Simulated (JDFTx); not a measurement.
Run report: Se, geometry relaxation (part 3 of 3)

Se (P3₁21, 3 atoms in the cell); Kohn-Sham DFT of a periodic cell, PBE with D2, PseudoDojo-SR-PBE-0.5-standard, no spin polarisation (JDFTx 1.7.0 (patched build)); cutoff 1170.09 eV, 4×4×3 k-mesh, fermi-dirac of 0.05 eV. The structure derives from an entry of the Crystallography Open Database.

Geometry of the input (Å; fractional positions):
```
4.3662  0.0000  0.0000
-2.1831  3.7812  0.0000
0.0000  0.0000  4.9536
Se 0.7746  0.7746  0.0000
Se -0.0000  0.2254  0.6667
Se 0.2254  0.0000  0.3333
```

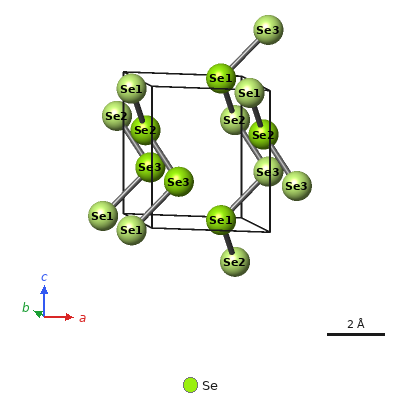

**Figure 1.** The geometry at step 7 of the log (ball-and-stick view of the cell of the calculation, seen slightly off an axis; neighbours outside the cell are drawn fainter; atoms are numbered from 1 in the order of the input).

Log, continued
```
# Strain tensor in Cartesian coordinates:
[  -0.00357558  2.49392e-14            0  ]
[  2.50311e-14  -0.00357558            0  ]
[            0            0    0.0201213  ]

# Stress tensor in Cartesian coordinates [Eh/a0^3]:
[ -9.79215e-07            0            0  ]
[            0 -9.79215e-07            0  ]
[            0            0 -6.85083e-06  ]

# Ionic positions in lattice coordinates:
ion Se   0.772617200293333   0.772617200293358   0.000000000000000 1
ion Se  -0.000000000000009   0.227382799706626   0.666666666666667 1
ion Se   0.227382799706676   0.000000000000016   0.333333333333333 1

# Forces in Cartesian coordinates:
force Se  -0.000348501853222  -0.000603622916309  -0.000000000000000 1
force Se  -0.000348501853222   0.000603622916304   0.000000000000000 1
force Se   0.000697003706444   0.000000000000005   0.000000000000000 1

# Energy components:
   Eewald =     -182.9964973580638059
       EH =      114.5479855468611987
     Eloc =     -298.5116839422730095
      Enl =     -159.3936484100211430
     EvdW =       -0.0217985030487840
      Exc =      -72.5559734373291150
 Exc_core =       29.6051997169775660
       KE =      235.2026135093774712
-------------------------------------
     Etot =     -334.1238028775196653
       TS =        0.0000000032067222
-------------------------------------
        F =     -334.1238028807263731

LatticeMinimize: Iter:   9  F: -334.123802880726373  |grad|_K:  1.298e-03  alpha:  1.000e+00  linmin:  1.152e-01

#--- Lowdin population analysis ---
# oxidation-state Se +0.048 +0.048 +0.048

-------- Electronic minimization -----------
Will mix electronic density at each iteration.
	FillingsUpdate:  mu: +0.282812819  nElectrons: 48.000000
	FillingsUpdate:  mu: +0.283451305  nElectrons: 48.000000
SCF: Cycle:  0   F: -334.123806267061696   dF: -2.128e-05   |Residual|: 7.667e-04   |deigs|: 1.578e-05
	FillingsUpdate:  mu: +0.283425803  nElectrons: 48.000000
SCF: Cycle:  1   F: -334.123807366119479   dF: -1.099e-06   |Residual|: 3.312e-04   |deigs|: 4.248e-05
	FillingsUpdate:  mu: +0.283406850  nElectrons: 48.000000
[... 4 further cycles ...]
SCF: Cycle:  6   F: -334.123807572064266   dF: -8.273e-10   |Residual|: 1.730e-06   |deigs|: 5.396e-07
	FillingsUpdate:  mu: +0.283393737  nElectrons: 48.000000
SCF: Cycle:  7   F: -334.123807572429257   dF: -3.650e-10   |Residual|: 8.781e-07   |deigs|: 8.304e-08
SCF: Converged (|Delta E|<1.000000e-09 for 2 iters).

Setting wave functions to eigenvectors of Hamiltonian
# Lattice vectors:
R =
[      8.21766     -4.10883            0  ]
[  2.32531e-13      7.11671            0  ]
[            0            0      9.54412  ]
unit cell volume = 558.166

# Strain tensor in Cartesian coordinates:
[  -0.00403083  2.80604e-14            0  ]
[  2.81824e-14  -0.00403083            0  ]
[            0            0    0.0195673  ]

# Stress tensor in Cartesian coordinates [Eh/a0^3]:
[  7.79497e-07            0            0  ]
[            0  7.79497e-07            0  ]
[            0            0 -6.00666e-06  ]

# Ionic positions in lattice coordinates:
ion Se   0.772086841317899   0.772086841317931   0.000000000000000 1
ion Se  -0.000000000000011   0.227913158682049   0.666666666666667 1
ion Se   0.227913158682112   0.000000000000020   0.333333333333333 1

# Forces in Cartesian coordinates:
force Se  -0.000160645988694  -0.000278247014450   0.000000000000000 1
force Se  -0.000160645988695   0.000278247014445   0.000000000000000 1
force Se   0.000321291977389   0.000000000000002   0.000000000000000 1

# Energy components:
   Eewald =     -183.1692960638810348
       EH =      114.4081929327056315
     Eloc =     -298.1981085580832200
      Enl =     -159.3938957570639445
     EvdW =       -0.0218060121046559
      Exc =      -72.5555062577719667
 Exc_core =       29.6051997477870827
       KE =      235.2014123994600538
-------------------------------------
     Etot =     -334.1238075689520883
       TS =        0.0000000034771941
-------------------------------------
        F =     -334.1238075724292571

LatticeMinimize: Iter:  10  F: -334.123807572429257  |grad|_K:  6.945e-04  alpha:  1.000e+00  linmin: -1.059e-01

#--- Lowdin population analysis ---
# oxidation-state Se +0.048 +0.048 +0.048

-------- Electronic minimization -----------
Will mix electronic density at each iteration.
	FillingsUpdate:  mu: +0.283393737  nElectrons: 48.000000
	FillingsUpdate:  mu: +0.284018026  nElectrons: 48.000000
SCF: Cycle:  0   F: -334.123809115211202   dF: -2.950e-05   |Residual|: 9.316e-04   |deigs|: 2.154e-05
	FillingsUpdate:  mu: +0.283987726  nElectrons: 48.000000
SCF: Cycle:  1   F: -334.123810738913619   dF: -1.624e-06   |Residual|: 4.126e-04   |deigs|: 4.957e-05
	FillingsUpdate:  mu: +0.283964518  nElectrons: 48.000000
[... 5 further cycles ...]
SCF: Cycle:  7   F: -334.123811049503900   dF: -5.022e-10   |Residual|: 9.963e-07   |deigs|: 1.212e-07
	FillingsUpdate:  mu: +0.283948125  nElectrons: 48.000000
SCF: Cycle:  8   F: -334.123811049732240   dF: -2.283e-10   |Residual|: 8.066e-07   |deigs|: 1.248e-07
SCF: Converged (|Delta E|<1.000000e-09 for 2 iters).

Setting wave functions to eigenvectors of Hamiltonian
# Lattice vectors:
R =
[      8.21078     -4.10539            0  ]
[  2.80117e-13      7.11074            0  ]
[            0            0      9.54571  ]
unit cell volume = 557.324

# Strain tensor in Cartesian coordinates:
[  -0.00486514  3.37833e-14            0  ]
[  3.39498e-14  -0.00486514            0  ]
[            0            0    0.0197378  ]

# Stress tensor in Cartesian coordinates [Eh/a0^3]:
[  3.39284e-06            0            0  ]
[            0  3.39284e-06            0  ]
[            0            0 -2.61287e-06  ]

# Ionic positions in lattice coordinates:
ion Se   0.771470882212513   0.771470882212552   0.000000000000000 1
ion Se  -0.000000000000014   0.228529117787423   0.666666666666667 1
ion Se   0.228529117787501   0.000000000000025   0.333333333333333 1

# Forces in Cartesian coordinates:
force Se   0.000087626372710   0.000151773329617   0.000000000000000 1
force Se   0.000087626372711  -0.000151773329615  -0.000000000000000 1
force Se  -0.000175252745421  -0.000000000000002   0.000000000000000 1

# Energy components:
   Eewald =     -183.3751576632888032
       EH =      114.2365057079569937
     Eloc =     -297.8187916821956946
      Enl =     -159.3943420394871282
     EvdW =       -0.0218115013248625
      Exc =      -72.5545501657262975
 Exc_core =       29.6051998610363327
       KE =      235.1991364371517079
-------------------------------------
     Etot =     -334.1238110458777442
       TS =        0.0000000038545218
-------------------------------------
        F =     -334.1238110497322396

LatticeMinimize: Iter:  11  F: -334.123811049732240  |grad|_K:  4.795e-04  alpha:  1.000e+00  linmin: -2.771e-02

#--- Lowdin population analysis ---
# oxidation-state Se +0.048 +0.048 +0.048

-------- Electronic minimization -----------
Will mix electronic density at each iteration.
	FillingsUpdate:  mu: +0.283948125  nElectrons: 48.000000
	FillingsUpdate:  mu: +0.283609192  nElectrons: 48.000000
SCF: Cycle:  0   F: -334.123809533496058   dF: -8.618e-06   |Residual|: 5.266e-04   |deigs|: 6.533e-06
	FillingsUpdate:  mu: +0.283628524  nElectrons: 48.000000
SCF: Cycle:  1   F: -334.123810344790570   dF: -8.113e-07   |Residual|: 2.081e-04   |deigs|: 3.218e-05
	FillingsUpdate:  mu: +0.283638085  nElectrons: 48.000000
[... 4 further cycles ...]
SCF: Cycle:  6   F: -334.123810468999523   dF: -5.557e-10   |Residual|: 1.137e-06   |deigs|: 1.793e-07
	FillingsUpdate:  mu: +0.283646727  nElectrons: 48.000000
SCF: Cycle:  7   F: -334.123810469237867   dF: -2.383e-10   |Residual|: 8.782e-07   |deigs|: 1.571e-07
SCF: Converged (|Delta E|<1.000000e-09 for 2 iters).

Setting wave functions to eigenvectors of Hamiltonian
LatticeMinimize: 	Wolfe criterion not satisfied: alpha: 1  (E-E0)/|gdotd0|: 2.08684  gdotd/gdotd0: -5.25883 (taking cubic step)

-------- Electronic minimization -----------
Will mix electronic density at each iteration.
	FillingsUpdate:  mu: +0.283646727  nElectrons: 48.000000
	FillingsUpdate:  mu: +0.283929606  nElectrons: 48.000000
SCF: Cycle:  0   F: -334.123810357336538   dF: -5.962e-06   |Residual|: 4.438e-04   |deigs|: 4.530e-06
	FillingsUpdate:  mu: +0.283913029  nElectrons: 48.000000
SCF: Cycle:  1   F: -334.123810975843469   dF: -6.185e-07   |Residual|: 1.709e-04   |deigs|: 2.789e-05
	FillingsUpdate:  mu: +0.283905612  nElectrons: 48.000000
[... 4 further cycles ...]
SCF: Cycle:  6   F: -334.123811067807821   dF: -4.114e-10   |Residual|: 1.019e-06   |deigs|: 1.627e-07
	FillingsUpdate:  mu: +0.283898454  nElectrons: 48.000000
SCF: Cycle:  7   F: -334.123811067984718   dF: -1.769e-10   |Residual|: 8.289e-07   |deigs|: 1.423e-07
SCF: Converged (|Delta E|<1.000000e-09 for 2 iters).

Setting wave functions to eigenvectors of Hamiltonian
# Lattice vectors:
R =
[      8.21127     -4.10563            0  ]
[  2.76767e-13      7.11117            0  ]
[            0            0      9.54587  ]
unit cell volume = 557.399

# Strain tensor in Cartesian coordinates:
[  -0.00480615  3.34585e-14            0  ]
[  3.35438e-14  -0.00480615            0  ]
[            0            0    0.0197546  ]

# Stress tensor in Cartesian coordinates [Eh/a0^3]:
[  3.15578e-06            0            0  ]
[            0  3.15578e-06            0  ]
[            0            0 -2.84981e-06  ]

# Ionic positions in lattice coordinates:
ion Se   0.771528099840503   0.771528099840541   0.000000000000000 1
ion Se  -0.000000000000014   0.228471900159434   0.666666666666667 1
ion Se   0.228471900159511   0.000000000000025   0.333333333333333 1

# Forces in Cartesian coordinates:
force Se   0.000065624470287   0.000113664916757   0.000000000000000 1
force Se   0.000065624470287  -0.000113664916755  -0.000000000000000 1
force Se  -0.000131248940573  -0.000000000000000   0.000000000000000 1

# Energy components:
   Eewald =     -183.3571583857755627
       EH =      114.2514281462012349
     Eloc =     -297.8518614693596192
      Enl =     -159.3943055744701951
     EvdW =       -0.0218111033196341
      Exc =      -72.5546291544259958
 Exc_core =       29.6051998481143812
       KE =      235.1993266288687607
-------------------------------------
     Etot =     -334.1238110641666026
       TS =        0.0000000038181411
-------------------------------------
        F =     -334.1238110679847182

LatticeMinimize: Iter:  12  F: -334.123811067984718  |grad|_K:  4.256e-04  alpha:  1.654e-01  linmin: -8.071e-04

#--- Lowdin population analysis ---
# oxidation-state Se +0.048 +0.048 +0.048

-------- Electronic minimization -----------
Will mix electronic density at each iteration.
	FillingsUpdate:  mu: +0.283898454  nElectrons: 48.000000
	FillingsUpdate:  mu: +0.283655577  nElectrons: 48.000000
SCF: Cycle:  0   F: -334.123811015961223   dF: -5.520e-06   |Residual|: 4.076e-04   |deigs|: 4.215e-06
	FillingsUpdate:  mu: +0.283670039  nElectrons: 48.000000
SCF: Cycle:  1   F: -334.123811542795124   dF: -5.268e-07   |Residual|: 1.549e-04   |deigs|: 2.419e-05
	FillingsUpdate:  mu: +0.283676247  nElectrons: 48.000000
[... 4 further cycles ...]
SCF: Cycle:  6   F: -334.123811623404947   dF: -4.026e-10   |Residual|: 8.260e-07   |deigs|: 1.046e-07
	FillingsUpdate:  mu: +0.283682266  nElectrons: 48.000000
SCF: Cycle:  7   F: -334.123811623575477   dF: -1.705e-10   |Residual|: 7.564e-07   |deigs|: 1.136e-07
SCF: Converged (|Delta E|<1.000000e-09 for 2 iters).

Setting wave functions to eigenvectors of Hamiltonian
# Lattice vectors:
R =
[      8.21201       -4.106            0  ]
[  2.71645e-13      7.11181            0  ]
[            0            0      9.54978  ]
unit cell volume = 557.729

# Strain tensor in Cartesian coordinates:
[  -0.00471613  3.28637e-14            0  ]
[   3.2923e-14  -0.00471613            0  ]
[            0            0    0.0201722  ]

# Stress tensor in Cartesian coordinates [Eh/a0^3]:
[  2.00386e-06            0            0  ]
[            0  2.00386e-06            0  ]
[            0            0 -3.29278e-06  ]

# Ionic positions in lattice coordinates:
ion Se   0.771806471843793   0.771806471843827   0.000000000000000 1
ion Se  -0.000000000000013   0.228193528156150   0.666666666666667 1
ion Se   0.228193528156220   0.000000000000023   0.333333333333333 1

# Forces in Cartesian coordinates:
force Se  -0.000049653831458  -0.000086002958876  -0.000000000000000 1
force Se  -0.000049653831459   0.000086002958876   0.000000000000000 1
force Se   0.000099307662917   0.000000000000001   0.000000000000000 1

# Energy components:
   Eewald =     -183.2816587453890520
       EH =      114.3132236542241742
     Eloc =     -297.9897254696284108
      Enl =     -159.3941615945813908
     EvdW =       -0.0218105557551394
      Exc =      -72.5549247296559372
 Exc_core =       29.6051997823236270
       KE =      235.2000460385409610
-------------------------------------
     Etot =     -334.1238116199211277
       TS =        0.0000000036543621
-------------------------------------
        F =     -334.1238116235754774

LatticeMinimize: Iter:  13  F: -334.123811623575477  |grad|_K:  3.418e-04  alpha:  1.000e+00  linmin:  1.354e-02
LatticeMinimize: Converged (|Delta F|<1.000000e-06 for 2 iters).

#--- Lowdin population analysis ---
# oxidation-state Se +0.048 +0.048 +0.048

Dumping 'run.eigStats' ...
	eMin: -1.511119 at state 1 ( [ +0.000000 +0.000000 +0.333333 ] spin 0 )
	HOMO: +0.254365 at state 8 ( [ +0.250000 +0.250000 +0.333333 ] spin 0 )
	mu  : +0.283682
	LUMO: +0.310299 at state 1 ( [ +0.000000 +0.000000 +0.333333 ] spin 0 )
	eMax: +0.653721 at state 7 ( [ +0.250000 +0.250000 +0.000000 ] spin 0 )
	HOMO-LUMO gap: +0.055934
	Optical gap  : +0.066840 at state 8 ( [ +0.250000 +0.250000 +0.333333 ] spin 0 )
Done!
```

Trajectory as extended XYZ (Å, eV, eV/Å), 14 frames, from step=0 to step=13
```
3
Lattice="4.3662 0.0000 0.0000 -2.1831 3.7812 0.0000 0.0000 0.0000 4.9536" Properties=species:S:1:pos:R:3:forces:R:3 step=0 energy=-9091.95312
Se    1.6910    2.9289    0.0000   -0.1667  -0.2887   0.0000
Se   -0.4921    0.8523    3.3024   -0.1667   0.2887   0.0000
Se    0.9841    0.0000    1.6512    0.3333   0.0000   0.0000
3
Lattice="4.3677 -0.0000 0.0000 -2.1839 3.7826 0.0000 0.0000 0.0000 4.9578" Properties=species:S:1:pos:R:3:forces:R:3 step=1 energy=-9091.95780
Se    1.6899    2.9270    0.0000   -0.1296  -0.2244   0.0000
Se   -0.4940    0.8556    3.3052   -0.1296   0.2244   0.0000
Se    0.9879    0.0000    1.6526    0.2591   0.0000   0.0000
3
Lattice="4.3724 -0.0000 0.0000 -2.1862 3.7866 0.0000 0.0000 0.0000 4.9764" Properties=species:S:1:pos:R:3:forces:R:3 step=2 energy=-9091.96673
Se    1.6868    2.9217    0.0000   -0.0237  -0.0411   0.0000
Se   -0.4994    0.8649    3.3176   -0.0237   0.0411   0.0000
Se    0.9987    0.0000    1.6588    0.0474   0.0000   0.0000
3
Lattice="4.3731 -0.0000 0.0000 -2.1866 3.7873 0.0000 0.0000 0.0000 4.9872" Properties=species:S:1:pos:R:3:forces:R:3 step=3 energy=-9091.96816
Se    1.6863    2.9208    0.0000    0.0013   0.0022   0.0000
Se   -0.5003    0.8665    3.3248    0.0013  -0.0022   0.0000
Se    1.0006    0.0000    1.6624   -0.0025   0.0000   0.0000
3
Lattice="4.3729 -0.0000 0.0000 -2.1865 3.7871 0.0000 0.0000 0.0000 4.9962" Properties=species:S:1:pos:R:3:forces:R:3 step=4 energy=-9091.96896
Se    1.6863    2.9207    0.0000    0.0098   0.0170   0.0000
Se   -0.5002    0.8664    3.3308    0.0098  -0.0170   0.0000
Se    1.0004    0.0000    1.6654   -0.0196   0.0000   0.0000
3
Lattice="4.3721 -0.0000 0.0000 -2.1861 3.7863 0.0000 0.0000 0.0000 5.0103" Properties=species:S:1:pos:R:3:forces:R:3 step=5 energy=-9091.96993
Se    1.6862    2.9206    0.0000    0.0190   0.0329   0.0000
Se   -0.4998    0.8657    3.3402    0.0190  -0.0329   0.0000
Se    0.9997    0.0000    1.6701   -0.0380   0.0000   0.0000
3
Lattice="4.3699 -0.0000 0.0000 -2.1850 3.7844 0.0000 0.0000 0.0000 5.0299" Properties=species:S:1:pos:R:3:forces:R:3 step=6 energy=-9091.97080
Se    1.6861    2.9204    0.0000    0.0250   0.0433   0.0000
Se   -0.4989    0.8641    3.3533    0.0250  -0.0433   0.0000
Se    0.9978    0.0000    1.6766   -0.0500   0.0000   0.0000
3
Lattice="4.3639 0.0000 0.0000 -2.1820 3.7793 0.0000 0.0000 0.0000 5.0564" Properties=species:S:1:pos:R:3:forces:R:3 step=7 energy=-9091.97136
Se    1.6850    2.9186    0.0000    0.0224   0.0388   0.0000
Se   -0.4969    0.8607    3.3709    0.0224  -0.0388   0.0000
Se    0.9938    0.0000    1.6855   -0.0447   0.0000   0.0000
3
Lattice="4.3499 0.0000 0.0000 -2.1749 3.7671 0.0000 0.0000 0.0000 5.0633" Properties=species:S:1:pos:R:3:forces:R:3 step=8 energy=-9091.97183
Se    1.6811    2.9117    0.0000   -0.0184  -0.0319   0.0000
Se   -0.4939    0.8554    3.3755   -0.0184   0.0319   0.0000
Se    0.9878    0.0000    1.6878    0.0369   0.0000   0.0000
3
Lattice="4.3506 0.0000 0.0000 -2.1753 3.7677 0.0000 0.0000 0.0000 5.0533" Properties=species:S:1:pos:R:3:forces:R:3 step=9 energy=-9091.97185
Se    1.6807    2.9110    0.0000   -0.0179  -0.0310   0.0000
Se   -0.4946    0.8567    3.3688   -0.0179   0.0310   0.0000
Se    0.9892    0.0000    1.6844    0.0358   0.0000   0.0000
3
Lattice="4.3486 0.0000 0.0000 -2.1743 3.7660 0.0000 0.0000 0.0000 5.0505" Properties=species:S:1:pos:R:3:forces:R:3 step=10 energy=-9091.97198
Se    1.6787    2.9077    0.0000   -0.0083  -0.0143   0.0000
Se   -0.4956    0.8583    3.3670   -0.0083   0.0143   0.0000
Se    0.9911    0.0000    1.6835    0.0165   0.0000   0.0000
3
Lattice="4.3450 0.0000 0.0000 -2.1725 3.7628 0.0000 0.0000 0.0000 5.0514" Properties=species:S:1:pos:R:3:forces:R:3 step=11 energy=-9091.97208
Se    1.6760    2.9029    0.0000    0.0045   0.0078   0.0000
Se   -0.4965    0.8599    3.3676    0.0045  -0.0078   0.0000
Se    0.9929    0.0000    1.6838   -0.0090   0.0000   0.0000
3
Lattice="4.3452 0.0000 0.0000 -2.1726 3.7631 0.0000 0.0000 0.0000 5.0515" Properties=species:S:1:pos:R:3:forces:R:3 step=12 energy=-9091.97208
Se    1.6762    2.9033    0.0000    0.0034   0.0058   0.0000
Se   -0.4964    0.8598    3.3676    0.0034  -0.0058   0.0000
Se    0.9928    0.0000    1.6838   -0.0067   0.0000   0.0000
3
Lattice="4.3456 0.0000 0.0000 -2.1728 3.7634 0.0000 0.0000 0.0000 5.0535" Properties=species:S:1:pos:R:3:forces:R:3 step=13 energy=-9091.97209
Se    1.6770    2.9046    0.0000   -0.0026  -0.0044   0.0000
Se   -0.4958    0.8588    3.3690   -0.0026   0.0044   0.0000
Se    0.9916    0.0000    1.6845    0.0051   0.0000   0.0000
```

Results in brief

```tsv
quantity	value
outcome	converged
space group (tolerance 0.01 Å)	P3₁21 (152)
electrons treated	48
free energy	−9091.9721 eV
gap on the k-point mesh	1.52 eV
pressure	−0.01 GPa
final volume	82.65 Å³
largest force (length of the vector) at the end	0.005 eV/Å
final cell	a = 4.346 Å, b = 4.346 Å, c = 5.054 Å, α = 90.00°, β = 90.00°, γ = 120.00°
hardware	1 thread of Arm Neoverse V1, 24 GiB of memory available, shared host
wall time	14 min
peak memory	0.21 GiB
```

Notes

Points of doubt noted for this run: coarse mesh.
